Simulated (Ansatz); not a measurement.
Hf₃O₅ (cell charge −1, with a compensating background) (cell with a defect)

```yaml
crystal:
  lattice:
    - [-4.83012, -4.83012, 0.00000]
    - [-4.83012, 4.83012, 0.00000]
    - [4.83012, 0.00000, -6.41943]
  atoms:
    - { symbol: Hf, position: [0.23871, 0.26012, 0.49848] }
    - { symbol: Hf, position: [0.99144, 0.01255, 0.00412] }
    - { symbol: Hf, position: [0.72871, 0.75040, 0.50451] }
    - { symbol: Hf, position: [0.47552, 0.49739, 0.99809] }
    - { symbol: Hf, position: [0.03892, 0.62864, 0.25126] }
    - { symbol: Hf, position: [0.85908, 0.38110, 0.75236] }
    - { symbol: Hf, position: [0.68157, 0.13050, 0.25127] }
    - { symbol: Hf, position: [0.35776, 0.88037, 0.75029] }
    - { symbol: Hf, position: [0.35544, 0.87651, 0.25147] }
    - { symbol: O, position: [0.83981, 0.68281, 0.75264] }
    - { symbol: O, position: [0.61777, 0.42861, 0.25131] }
    - { symbol: O, position: [0.33844, 0.18168, 0.75009] }
    - { symbol: O, position: [0.41069, 0.75718, 0.48415] }
    - { symbol: O, position: [0.17796, 0.52447, 0.01865] }
    - { symbol: O, position: [0.96063, 0.29778, 0.52997] }
    - { symbol: O, position: [0.68187, 0.01909, 0.97254] }
    - { symbol: O, position: [0.04059, 0.73217, 0.52588] }
    - { symbol: O, position: [0.76597, 0.45771, 0.97664] }
    - { symbol: O, position: [0.54860, 0.21848, 0.48479] }
    - { symbol: O, position: [0.31518, 0.98494, 0.01798] }
    - { symbol: O, position: [0.12157, 0.33565, 0.25125] }
    - { symbol: O, position: [0.88260, 0.07253, 0.74245] }
    - { symbol: O, position: [0.69286, 0.81767, 0.25139] }
    - { symbol: O, position: [0.39134, 0.58157, 0.76028] }
```

Spin-polarised.

The calculation used Ansatz, DFT PBEsol, scalar-relativistic, plane waves, PAW.

Core electrons are frozen (PAW), and the valence fields are smoothed inside the atomic spheres.

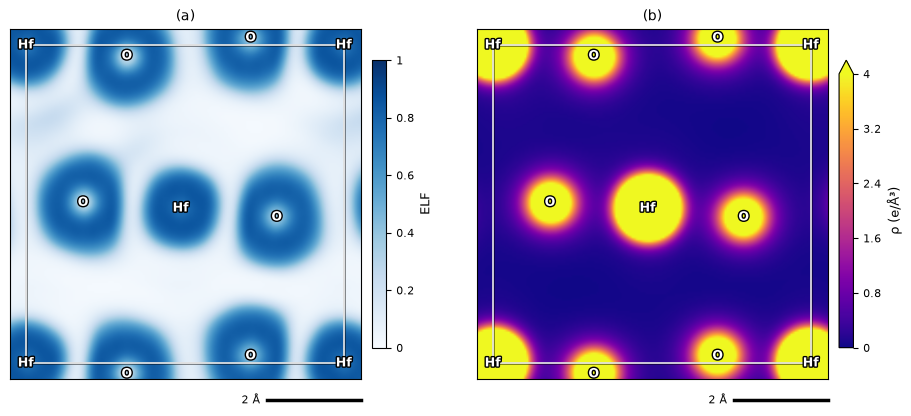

Figure 1. (a) electron localisation function; (b) valence pseudo-density on the (001) plane of the calculation cell.

> Interpret the plot.

- The plane passes through Hf and O nuclei.
- Hf–O (2.02 Å): ρ at the midpoint is about 0.9 e/Å³; the ELF peaks at about 0.85 in the valence shell of O, 0.6 Å from its nucleus, and drops to about 0.20 between the two atoms; no localised pair shows between them.
- Hf–O (2.11 Å): the density is about 0.7 e/Å³ at the midpoint; the ELF peaks at about 0.85 in the valence shell of O, 0.6 Å from its nucleus, and drops to about 0.15 between the two atoms (no shared electron pair shows on this line).
- Hf–O (2.18 Å): ρ at the midpoint is about 0.58 e/Å³; the ELF peaks at about 0.85 in the valence shell of O, 0.6 Å from its nucleus, and drops to about 0.15 between the two atoms (no shared electron pair shows on this line).
- Between the atoms the lowest density in this plane is 0.02 e/Å³.
- The features right at Hf lie inside the PAW spheres, where the map follows smoothed inner orbitals and isn't to be read closely.

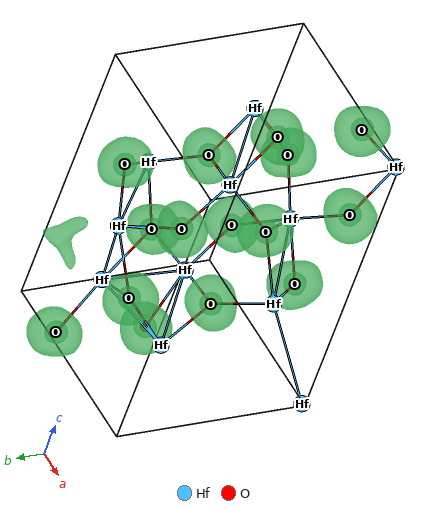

Figure 2. Isosurface of the ELF at 0.7 (green), seen at an oblique angle. Core shells and regions of very low density are left out. Sticks mark near contacts.

> Where are the electrons localised?

The ELF exceeds this value in 15 regions wrapped around O (the valence shell of each) and one pocket between the atoms, centred on no nucleus (multi-centre or interstitial), counted in one cell of 24 atoms. Any copies at cell faces, edges or corners count once. Along the contacts the grid gives the following. Hf–O (2.00 Å): the ELF peaks at about 0.80 in the valence shell of O, 0.6 Å from its nucleus, and drops to about 0.20 between the two atoms; no shared electron pair shows on this line. Hf–Hf (2.75 Å): the ELF is about 0.35 at the midpoint.
